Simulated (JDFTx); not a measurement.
**A series of single points on NaI**

System: NaI (Fm-3m, 2 atoms in the cell).
Method: Kohn-Sham DFT of a periodic cell, LDA, PseudoDojo-SR-LDA-0.4.1-standard, no spin polarisation (JDFTx 1.7.0 (patched build)).

The 7 runs differ only in the geometry, by an even scaling of the cell at fixed fractional positions. The structure derives from an entry of the Crystallography Open Database.

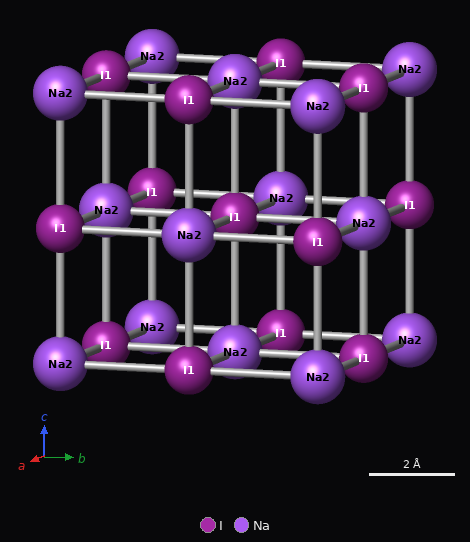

Figure 1. The structure of run 4 (ball-and-stick view of the cell 4 times as large as that of the calculation, set on its symmetry axes, seen slightly off an axis; atoms are numbered from 1 in the order of the input). An atom can appear more than once, as a periodic image.

**Input of run 4**
```
lattice \
    0.0000000000     6.1159096297     6.1159096297 \
    6.1159096297     0.0000000000     6.1159096297 \
    6.1159096297     6.1159096297     0.0000000000
coords-type Lattice
ion I      0.5000000000     0.5000000000     0.5000000000 1
ion Na     0.0000000000     0.0000000000     0.0000000000 1

ion-species pseudo/I.upf
ion-species pseudo/Na.upf
elec-cutoff 44 352
elec-ex-corr lda-PW
kpoint-folding 7 7 7
elec-smearing Fermi 0.0018374661
elec-n-bands 14
electronic-SCF nIterations 100 energyDiffThreshold 1e-09
electronic-minimize nIterations 30 energyDiffThreshold 1e-7
forces-output-coords Cartesian

dump-name run.$VAR
dump End Ecomponents EigStats BandEigs Kpoints Forces Stress
```

Command:
```bash
jdftx -c 2 -i NaI.in -o NaI.out
```

Lattice vectors (Å) and fractional positions of run 4:
```
   0.000000    3.236400    3.236400
   3.236400    0.000000    3.236400
   3.236400    3.236400    0.000000
I   0.500000  0.500000  0.500000
Na  0.000000  0.000000  0.000000
```

Run 2 differs from it as follows:
```diff
-    0.0000000000     6.1159096297     6.1159096297 \
-    6.1159096297     0.0000000000     6.1159096297 \
-    6.1159096297     6.1159096297     0.0000000000
+    0.0000000000     6.0332520697     6.0332520697 \
+    6.0332520697     0.0000000000     6.0332520697 \
+    6.0332520697     6.0332520697     0.0000000000
```

**Results, with one run withheld**

| run | volume per atom (Å³) | free energy per atom, from the lowest run given (meV) | pressure (GPa) | gap on the mesh (eV) |
| --- | --- | --- | --- | --- |
| 1 | 31.865 | 0.00 | −0.71 | 3.50 |
| 2 | 32.543 | ? | ? | ? |
| 3 | 33.221 | 8.79 | −1.35 | 3.38 |
| 4 | 33.899 | 15.07 | −1.62 | 3.33 |
| 5 | 34.577 | 22.42 | −1.85 | 3.28 |
| 6 | 35.255 | 30.68 | −2.06 | 3.23 |
| 7 | 35.933 | 39.76 | −2.24 | 3.19 |

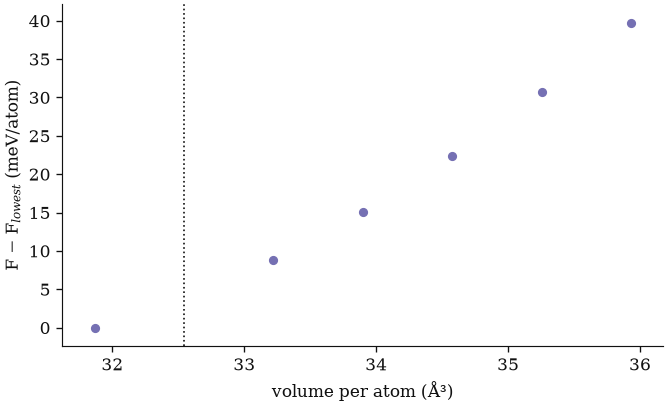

Figure 2. Free energy per atom of the runs given; the dotted line marks run 2.

Fit the runs given and predict run 2.

A cubic polynomial in V^(−2/3) (the Birch–Murnaghan form), fitted to the 6 runs given, misses them by under 0.01 meV per atom. With x = V^(−2/3) − 0.09513 Å⁻², it reads F = 16.956 − 5640.5 x + 3.9397e+05 x² + 1.8424e+06 x³ (meV per atom). At run 2 it gives 3.71 meV per atom, and the run itself gives 3.71. The slope of the fit gives a pressure −dF/dV of −1.05 GPa there, and the run prints −1.05 GPa. The fit has no minimum inside this range. The gap on the mesh goes, without turning, from 3.50 eV in run 1 to 3.19 eV in run 7; run 2 has 3.44 eV. These are gaps of this functional on this mesh, which can miss the band edges; they aren't the measured gap.

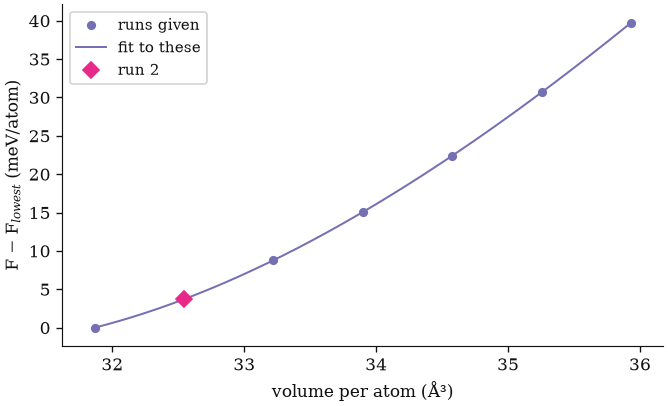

Figure 3. The fit and the withheld run.

**Some lines of the output (run 2)**
```
[...]
unit cell volume = 439.222
     Etot =      -57.4329834321362327
        F =      -57.4329834321362327
	HOMO-LUMO gap: +0.126384
	Optical gap  : +0.126384 at state 0 ( [ +0.000000 +0.000000 +0.000000 ] spin 0 )
```
